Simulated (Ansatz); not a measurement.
**Os(0001) with 2 layers of random Os-Au, 2x2: scattering by chemical disorder**

How strongly does chemical disorder scatter in Os(0001) with 2 layers of random Os-Au, 2x2?

Calculated with Ansatz 0.2.0; Ansatz plane-wave DFT, PBE, PAW files; ballistic transport by layer matching (Landauer), zero bias; PAW set soft_1.

## 1. Starting point

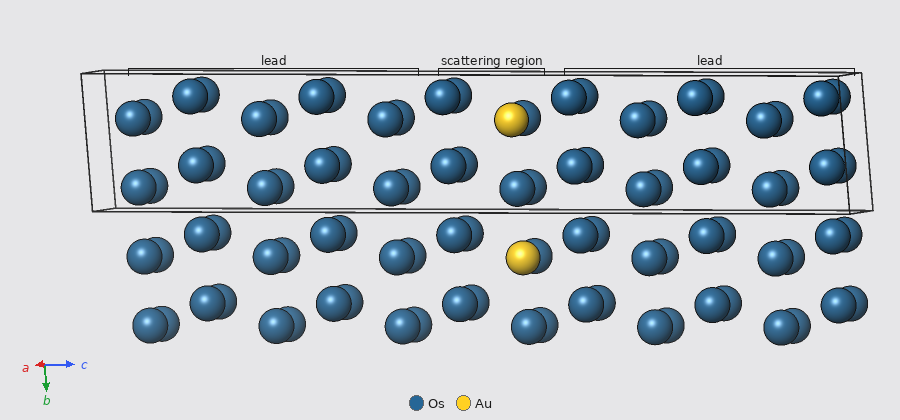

Start, viewed from the side, with the c axis across the page; osmium blue, gold yellow. 1×2×1 cells are drawn.

The cell holds 48 atoms: 47 Os and 1 Au. Its edges and angles: a = 5.468 Å, b = 5.468 Å, c = 25.918 Å, α = 90.0°, β = 90.0°, γ = 120.0°. It derives from Os. Regions: lead, 40 atoms (40 Os); scattering region, 8 atoms (7 Os and 1 Au). The structure is stacked along c, and the current runs across the ab planes.

## 2. With 2 alloy layers

In 2 layers a share of 0.125 of the sites is given to Au at random. The layers about the cell's end stay perfect and serve as the lead. Energies from -0.05 to 0.05 eV in steps of 0.05 eV are too few for the program's thermal sum, so it prints no conductance; for a metal the transmission near the Fermi level serves, at a fraction of the cost.

The input, input.yaml:

```yaml
crystal:
  lattice:
    - [5.4682, 0.0, 0.0]
    - [-2.7341, 4.735600113, 0.0]
    - [0.0, 0.0, 25.9182]
  atoms:
    - { symbol: Os, position: [0.1666666667, 0.3333333333, 0.0416666667] }
    - { symbol: Os, position: [0.1666666667, 0.8333333333, 0.0416666667] }
    - { symbol: Os, position: [0.6666666667, 0.3333333333, 0.0416666667] }
    - { symbol: Os, position: [0.6666666667, 0.8333333333, 0.0416666667] }
    - { symbol: Os, position: [0.3333333333, 0.1666666667, 0.125] }
    - { symbol: Os, position: [0.3333333333, 0.6666666667, 0.125] }
    - { symbol: Os, position: [0.8333333333, 0.1666666667, 0.125] }
    - { symbol: Os, position: [0.8333333333, 0.6666666667, 0.125] }
    - { symbol: Os, position: [0.1666666667, 0.3333333333, 0.2083333333] }
    - { symbol: Os, position: [0.1666666667, 0.8333333333, 0.2083333333] }
    - { symbol: Os, position: [0.6666666667, 0.3333333333, 0.2083333333] }
    - { symbol: Os, position: [0.6666666667, 0.8333333333, 0.2083333333] }
    - { symbol: Os, position: [0.3333333333, 0.1666666667, 0.2916666667] }
    - { symbol: Os, position: [0.3333333333, 0.6666666667, 0.2916666667] }
    - { symbol: Os, position: [0.8333333333, 0.1666666667, 0.2916666667] }
    - { symbol: Os, position: [0.8333333333, 0.6666666667, 0.2916666667] }
    - { symbol: Os, position: [0.1666666667, 0.3333333333, 0.375] }
    - { symbol: Os, position: [0.1666666667, 0.8333333333, 0.375] }
    - { symbol: Os, position: [0.6666666667, 0.3333333333, 0.375] }
    - { symbol: Os, position: [0.6666666667, 0.8333333333, 0.375] }
    - { symbol: Os, position: [0.3333333333, 0.1666666667, 0.4583333333] }
    - { symbol: Os, position: [0.3333333333, 0.6666666667, 0.4583333333] }
    - { symbol: Os, position: [0.8333333333, 0.1666666667, 0.4583333333] }
    - { symbol: Os, position: [0.8333333333, 0.6666666667, 0.4583333333] }
    - { symbol: Os, position: [0.1666666667, 0.3333333333, 0.5416666667] }
    - { symbol: Os, position: [0.1666666667, 0.8333333333, 0.5416666667] }
    - { symbol: Au, position: [0.6666666667, 0.3333333333, 0.5416666667] }
    - { symbol: Os, position: [0.6666666667, 0.8333333333, 0.5416666667] }
    - { symbol: Os, position: [0.3333333333, 0.1666666667, 0.625] }
    - { symbol: Os, position: [0.3333333333, 0.6666666667, 0.625] }
    - { symbol: Os, position: [0.8333333333, 0.1666666667, 0.625] }
    - { symbol: Os, position: [0.8333333333, 0.6666666667, 0.625] }
    - { symbol: Os, position: [0.1666666667, 0.3333333333, 0.7083333333] }
    - { symbol: Os, position: [0.1666666667, 0.8333333333, 0.7083333333] }
    - { symbol: Os, position: [0.6666666667, 0.3333333333, 0.7083333333] }
    - { symbol: Os, position: [0.6666666667, 0.8333333333, 0.7083333333] }
    - { symbol: Os, position: [0.3333333333, 0.1666666667, 0.7916666667] }
    - { symbol: Os, position: [0.3333333333, 0.6666666667, 0.7916666667] }
    - { symbol: Os, position: [0.8333333333, 0.1666666667, 0.7916666667] }
    - { symbol: Os, position: [0.8333333333, 0.6666666667, 0.7916666667] }
    - { symbol: Os, position: [0.1666666667, 0.3333333333, 0.875] }
    - { symbol: Os, position: [0.1666666667, 0.8333333333, 0.875] }
    - { symbol: Os, position: [0.6666666667, 0.3333333333, 0.875] }
    - { symbol: Os, position: [0.6666666667, 0.8333333333, 0.875] }
    - { symbol: Os, position: [0.3333333333, 0.1666666667, 0.9583333333] }
    - { symbol: Os, position: [0.3333333333, 0.6666666667, 0.9583333333] }
    - { symbol: Os, position: [0.8333333333, 0.1666666667, 0.9583333333] }
    - { symbol: Os, position: [0.8333333333, 0.6666666667, 0.9583333333] }
kpoints:
  mp_grid: { grid: [5, 5, 1] }
hamiltonian:
  xc: pbe
  pseudopotentials: { kind: paw, azcp: { folder: soft_1 } }
scf:
  occupations: { method: fermi_dirac, width: 0.1 }
output:
  transmission:
    leads: [[0, 8]]
    kmesh: [10, 10]
    e_range: [-0.05, 0.05]
    de: 0.05
  write_potential: true
  write_density: true
  volumetric_format: npy
```

Run with:

```
$ ansatz run input.yaml --threads 4 --pin off --max-ram 15360MiB --backend cpu --events-out ev --progress --plain --runs-dir out
```

Numbers of over 12 decimals in the logs are rounded to 6 here.

Output:

```text
Engine: ansatz 0.2.0, aarch64-unknown-linux-gnu
Pseudopotentials: kind: paw
Pseudopotential: Os, paw, valence charge 16, recommended cutoff 420 eV (normal), soft_1/Os.paw.azcp
Pseudopotential: Au, paw, valence charge 19, recommended cutoff 420 eV (normal), soft_1/Au.paw.azcp
Functional definition: PBE
  parameter kappa = 0.804
  parameter beta = 0.066725
  exchange = pbe_x(kappa = kappa, mu = beta*pi^2/3)
  correlation = pbe_c(beta = beta)
Crystal: 48 atoms, lattice volume = 671.157 Å³
Basis set: ecut = 420 eV, 13017 PW (Γ)
Bands: 463, of which v1, the nominal top of the filled ones, is band 386 counted from 1 (385 counted from 0)
Symmetry: 12 space group operations
Space group: P-6m2 (ITA 187), of the structure as read, at distance tolerance 8.8e-5 Å
k-points: 5 of 25 (time reversal used)
Non-local potential: Os, projectors of the file, l = 0: 3, l = 1: 2, l = 2: 2, l = 3: 1
Non-local potential: Au, projectors of the file, l = 0: 3, l = 1: 2, l = 2: 2, l = 3: 1
PAW form: soft (Blöchl's): semilocal exchange-correlation on the pseudo side does not see the compensation charge
PAW one-centre angular grid: Os, 590 points (default); XC on 64 Gauss nodes
PAW one-centre angular grid: Au, 590 points (default); XC on 64 Gauss nodes
Initial density: superposition of atomic densities (chi_scale 0.1, normalization cell, long waves 94 % of neutral atoms (reshape's long-wave potential 1.94 eV rms, cloud 2.80 Å wide))
Initial wavefunctions: pseudopotential atomic-orbital guess
Functional: x = pbe(κ = 0.804, μ = 0.219515), c = pbe(β = 0.066725)
SCF iter   1: F=—  HF=-548310.463009 eV  |F-HF|=—  |Δ(HF+E_count)|=         —  Δρ=1.18e-1  dr2=5.00e2  ethr=3.10e-3  ⟨swp⟩=5.4  Hψ=7596  notcnv=0  defer=9
preconditioner: auto → Kerker (q_TF=auto, 2.792 Å⁻¹)  [metal: Δε(μ)=0.017 eV  Ē_g=6.316 eV  σ=0.100 eV  W_gap=0.04  n_scr=268 (ndim 8)  ℏωp=28.2 eV  f_vac=0.000  D(μ)=36.17/eV (n_scr^D=342)]
SCF iter   2: F=—  HF=-548294.505220 eV  |F-HF|=—  |Δ(HF+E_count)|=    1.60e1  Δρ=6.30e-2  dr2=1.80e2  ethr=3.10e-3  ⟨swp⟩=2.0  Hψ=4700  notcnv=0  defer=40
SCF iter   3: F=—  HF=-548287.507257 eV  |F-HF|=—  |Δ(HF+E_count)|=    7.00e0  Δρ=1.39e-2  dr2=7.74e0  ethr=3.10e-3  ⟨swp⟩=3.2  Hψ=6307  notcnv=0  defer=34
SCF iter   4: F=—  HF=-548286.709136 eV  |F-HF|=—  |Δ(HF+E_count)|=   7.98e-1  Δρ=5.27e-3  dr2=1.84e0  ethr=1.00e-3  ⟨swp⟩=2.6  Hψ=3334  notcnv=0  defer=34
SCF iter   5: F=—  HF=-548286.554817 eV  |F-HF|=—  |Δ(HF+E_count)|=   1.54e-1  Δρ=1.91e-3  dr2=7.00e-2  ethr=2.38e-4  ⟨swp⟩=2.0  Hψ=2876  notcnv=0  defer=34
SCF iter   6: F=—  HF=-548286.548113 eV  |F-HF|=—  |Δ(HF+E_count)|=   6.70e-3  Δρ=6.25e-4  dr2=6.76e-3  ethr=9.08e-6  ⟨swp⟩=2.0  Hψ=3347  notcnv=0  defer=34
SCF iter   7: F=—  HF=-548286.546770 eV  |F-HF|=—  |Δ(HF+E_count)|=   1.34e-3  Δρ=1.63e-4  dr2=7.63e-4  ethr=8.77e-7  ⟨swp⟩=2.0  Hψ=3817  notcnv=0  defer=34
SCF iter   8: F=—  HF=-548286.546669 eV  |F-HF|=—  |Δ(HF+E_count)|=   1.01e-4  Δρ=3.88e-5  dr2=7.72e-5  ethr=9.89e-8  ⟨swp⟩=2.0  Hψ=3231  notcnv=0  defer=34
SCF iter   9: F=—  HF=-548286.548081 eV  |F-HF|=—  |Δ(HF+E_count)|=   1.41e-3  Δρ=8.54e-6  dr2=2.10e-6  ethr=1.00e-8  ⟨swp⟩=2.0  Hψ=3595  notcnv=0  defer=34
SCF iter  10: F=—  HF=-548286.548080 eV  |F-HF|=—  |Δ(HF+E_count)|=   2.74e-7  Δρ=1.24e-6  dr2=1.47e-7  ethr=2.73e-10  ⟨swp⟩=2.2  Hψ=3284  notcnv=0  defer=34
SCF iter  11: F=-548286.548080 eV  HF=-548286.548080 eV  |F-HF|=3.38e-9  |Δ(HF+E_count)|=   6.64e-9  Δρ=3.15e-7  dr2=3.58e-9  ethr=1.30e-11  ⟨swp⟩=8.8  Hψ=5003  notcnv=0
SCF 1 converged in 11 iterations: F = -548286.548080 eV  dr2 = 3.58e-9
  greatest PAW one-centre occupation: 1.000 electrons in one spin orbital (limit 2), on the Au atom at site 26 (counted from 0), in its partial waves of l = 0
transmission: 68 of 672 steps passed
transmission: 137 of 672 steps passed
[...]
transmission: 672 of 672 steps passed
SCF converged after 11 iterations
Free energy (F): -548286.548080 eV
Harris-Foulkes:  -548286.548080 eV  (|F-HF|=3.38e-9)
Internal energy: -548285.429309 eV  (E = F + TS)
E sigma→0 (E₀):  -548285.988695 eV
Entropy (-TS):   -1.118772 eV (-23.308 meV/atom)
Fermi energy:    26.088961 eV
--- Per-component energies (eV) ---
  E_band       = -3164.535019
  E_kinetic    = 23731.902675
  E_local      = -44383.596195  (includes V_loc(G=0)·N_el)
  E_nonlocal   = 9312.786022
  E_hartree    = 16080.580531
  E_xc         = -11223.553614
  E_vxc        = -11856.930939  (∫ρ·V_xc dr)
  E_paw        = -434947.148010  (= ΣΔE_a)
  E_vpaw       = -12129.878484  (= ΣTr[D̂ρ^β])
  E_aug_tail   = 0.022130  (compensation charges beyond the density's cutoff)
  E_ewald      = -106856.422848
  E_smearing   = -1.118772  (= −TS)
  E_closure    = 0.000000  (closes the sum)
  Σ components = -548286.548080   (vs F -548286.548080, Δ=0.00e0)
--- Band table (eV; the first three rows and the last of 5) ---
  k-point 0: bands = [... 382 lower, 26.6628, 26.6975, 26.7332, 26.7332, 26.7586, 26.8440, 26.8440, 27.0410, ... 73 higher]
  k-point 1: bands = [... 382 lower, 26.1512, 26.2201, 26.2237, 26.5641, 26.7291, 26.7916, 26.9474, 26.9550, ... 73 higher]
  k-point 2: bands = [... 382 lower, 25.7547, 25.7943, 25.8473, 25.9194, 25.9554, 26.1096, 26.1298, 26.1643, ... 73 higher]
  k-point 4: bands = [... 382 lower, 25.6356, 25.6832, 25.7996, 25.8136, 25.8309, 26.0388, 26.0970, 26.1266, ... 73 higher]
--- Transmission ---
  basis      : 223 plane waves across, 48 finite elements along
  points     : 14, standing for a mesh of 10 x 10
  energies   : 3 from -0.050000 to 0.050000 eV about the Fermi level, 0.050000 eV apart; the leads are filled to 0.000000 eV, and channels, transmission and decay are at 0.000000 eV
  crystal 0  : Os8, at the sites [0, 8], period 4.3197 Å, over 23.76 Å; its Hamiltonian steps by up to 6.9 meV
    offset         : up to 0.0000 Å between an atom of the period and one for which it stands
    channels       : 4.310000e0 a spin
    conductance    : none, the energies end too early or step too widely for 300 K: set another output.transmission.e_range or a lower de, or, where they end at an eighth of basis.ecutwfc, a higher one
  junction   : crystal 0 to crystal 0, 1.46 to 23.06 Å
    transmission   : 2.921604e0 a spin
    conductance    : none, the energies end too early or step too widely for 300 K: set another output.transmission.e_range or a lower de, or, where they end at an eighth of basis.ecutwfc, a higher one
```

Run time: 3.9 min. Hardware: 4 threads of Arm Neoverse V1, shared host; peak memory 5.7 GiB.

Reading the cycles: dr2 is the Hartree energy of the density residual (eV), the measure of convergence; HF is the Harris–Foulkes estimate of the energy, which meets the free energy F at convergence.

Numbers from this step:

* free energy: -548286.5481 eV
* energy at zero smearing: -548285.9887 eV
* Fermi energy: 26.09 eV
* cell area: 25.90 Å²
* transmission per spin nearest the Fermi level: 2.922
* open channels per spin nearest the Fermi level: 4.31
* step of the lead's potential: 6.9 meV

Per spin. Table of transmission, zone mean by energy, zero at the Fermi level:

| energy (eV) | transmission, zone mean |
| --- | --- |
| -0.0500 | 3.38 |
| 0.0000 | 2.92 |
| 0.0500 | 3.15 |

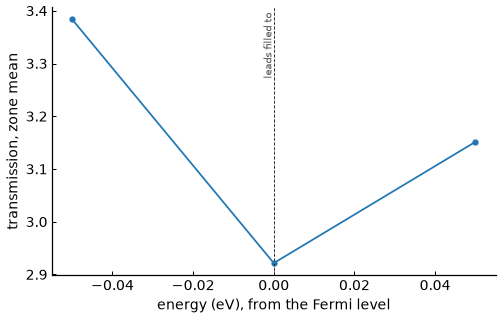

Transmission, zone mean against energy.

Per spin. Table of open channels, zone mean, lead by energy, zero at the Fermi level:

| energy (eV) | open channels, zone mean, lead |
| --- | --- |
| -0.0500 | 4.74 |
| 0.0000 | 4.31 |
| 0.0500 | 4.55 |

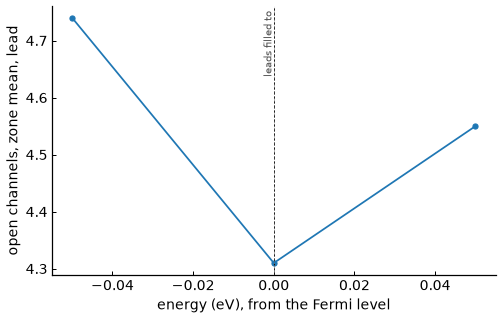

Open channels, zone mean, lead, plotted against energy.

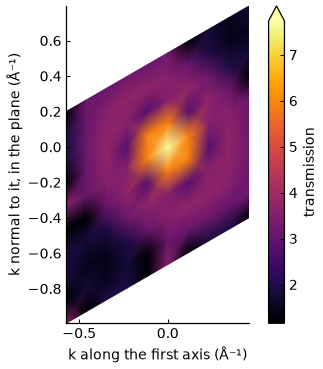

Transmission over k1 and k2. At 0.0000 eV from the Fermi level.

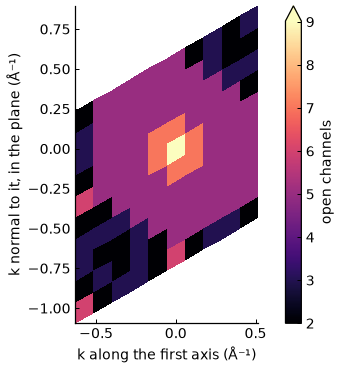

Open channels over k1 and k2. At 0.0000 eV from the Fermi level.

Over the solved energies the transmission per spin lies between 2.92 and 3.38, out of 4.53 channels of the lead on average (up to 4.74).

(Part 1 of 2 ends here.)

[Logs are printed without paths, hosts, clocks, repeated set-up lines and the standing remarks that a program may print on its own settings, such as how far it seeks lower states.]

[Hosts, paths, dates, database ids (printed as entryN), source tags and the programs' standing remarks are cut or masked in the printed files.]
